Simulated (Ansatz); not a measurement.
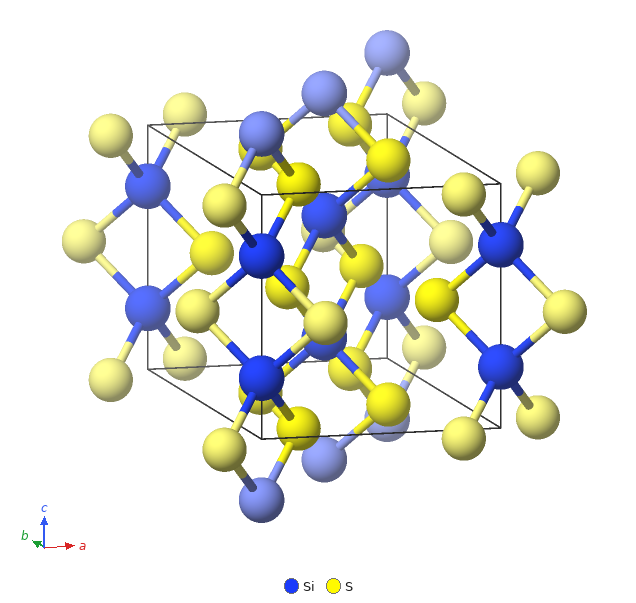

View slightly off an axis, drawn as a ball-and-stick model. The conventional unit cell is outlined; an atom on or near a face, edge or corner is repeated at each equivalent position. Bonded atoms from the next cells complete the picture, in fainter colours.

SiS2, space group Ibam (No. 72), a = 5.534 Å, b = 9.544 Å, c = 5.524 Å, α = 90.00°, β = 90.00°, γ = 90.00°. The cell started as a structure listed in the Materials Project. Earlier steps of the study may have refined or changed the cell and positions. It went into a calculation with Ansatz.

This one geometry was computed with Ansatz (DFT, plane waves, PAW) at six levels of theory: HSE06, dielectric-dependent PBE0 (fraction 1/eps_inf of PBE), r2SCAN, LDA, r2SCAN0 and PBE0.

Q: Which level gives the highest pressure at this volume, and what does that say about its equilibrium volume?

A: Highest: HSE06 (0.7 GPa), dielectric-dependent PBE0 (fraction 1/eps_inf of PBE) (0.6 GPa), r2SCAN (0.6 GPa) and PBE0 (0.6 GPa), which points to the largest equilibrium volume. Lowest, with the smallest volume: LDA (-0.9 GPa) and r2SCAN0 (-0.5 GPa). Levels within 0.5 GPa of each other can't be told apart.

Q: How does the band gap change with the level of theory?

A: LDA: a gap of 2.53 eV, indirect; r2SCAN: a gap of 3.13 eV, indirect; HSE06: a gap of 3.84 eV, indirect; dielectric-dependent PBE0 (fraction 1/eps_inf of PBE): a gap of 4.52 eV, indirect; PBE0: a gap of 4.58 eV, indirect; r2SCAN0: a gap of 4.79 eV, indirect.

Q: Collect the results in a table.

A:
| level | cutoff (eV) | k-mesh of the run's cell | gap (eV) | pressure (GPa) |
| --- | --- | --- | --- | --- |
| HSE06 | 420 | 4×4×4 | 3.84 | 0.7 |
| dielectric-dependent PBE0 (fraction 1/eps_inf of PBE) | 420 | 4×4×4 | 4.52 | 0.6 |
| r2SCAN | 500 | 6×6×6 | 3.13 | 0.6 |
| LDA | 420 | 6×6×6 | 2.53 | -0.9 |
| r2SCAN0 | 500 | 4×4×4 | 4.79 | -0.5 |
| PBE0 | 420 | 4×4×4 | 4.58 | 0.6 |

Gaps are taken on the k-mesh or band path of each run.
